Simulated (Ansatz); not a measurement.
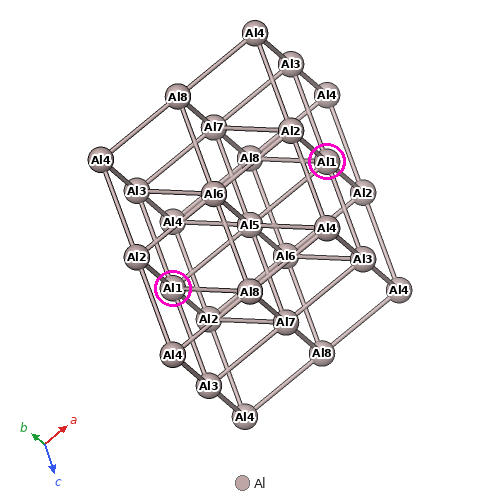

Two computed energy maps of cells of Al. The picture above is the structure of the first map.

Map 1

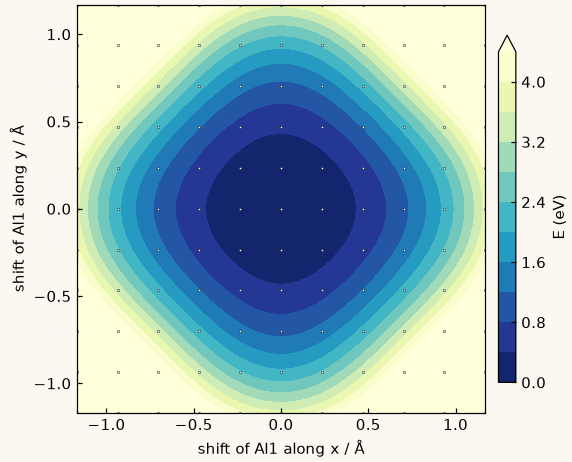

Al (Im-3m, No. 229; 8 atoms in the cell). One atom moved over a plane, all else fixed (x, y and z along the cube axes). First axis: shift of Al1 along x. Second axis: shift of Al1 along y. Nothing is relaxed (all other atoms fixed). The grid has 11 × 11 points; 21 points were computed and 100 follow by symmetry. Points are written as (first, second). Energies: eV per cell, counted from the lowest grid point. Method: DFT PBEsol, scalar-relativistic, plane waves, PAW (Ansatz). Settings: cutoff 420 eV, k-mesh 10×10×10, gaussian smearing 0.15 eV, no spin polarisation.

Drawn: filled contours, dots at the grid points, one colour for all values above the top of the scale. Between grid points the surface is interpolated.

Map 2

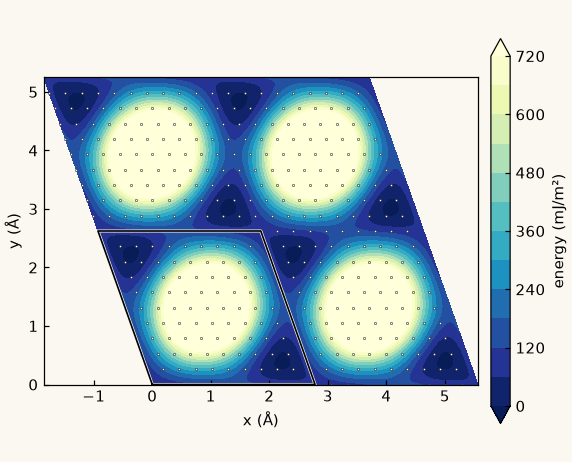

Al (Im-3m, No. 229; 4 atoms in the cell). 
- Gamma surface: rigid slide across a plane, one fault a cell; the plane is (0 1 1) of the conventional cell.
- Places are given modulo a cell vector. The map is drawn in real space over the plane of the slide.
- Nothing is relaxed (rigid halves, spacing across the cut fixed).
- The scan uses a 10 × 10 grid; 31 points were computed and 69 follow by symmetry.
- Energies are in mJ/m², from the lowest grid point.
- This map comes from DFT PBEsol, scalar-relativistic, plane waves, PAW in Ansatz. Settings: cutoff 420 eV, k-mesh 16×16×5 in the order of the run's cell vectors, gaussian smearing 0.15 eV, no spin polarisation.

Drawn: filled contours, dots at the grid points, the outline of one cell of the 2 × 2 shown, one colour for all values above the top of the scale. Between grid points the surface is interpolated.

### What does each map show?

Map 1: The lowest grid point is at (0.000 Å, 0.000 Å). It is the only kind of minimum in the scanned range. The highest grid point, (−1.170 Å, −1.170 Å), lies 12.1 eV above the lowest. Near the minimum the well is nearly round, with a curvature of about 4.2 eV/Å².
Map 2: The lowest grid point is at (1/10, 8/10) of the cell vectors. The same energy is found at (8/10, 1/10) of the cell vectors. The reference structure, at (0/10, 0/10) of the cell vectors, is a saddle of this map. The highest grid point, (5/10, 5/10) of the cell vectors, lies 1448 mJ/m² above the lowest.

### Maps 1, 2 start from a relaxed reference structure. Do they show a way to lower its energy?

Yes. In map 2 the point (1/10, 8/10) of the cell vectors lies 74 mJ/m² below the reference. Elsewhere the reference is the lowest point.

PAW datasets: the set soft_1.
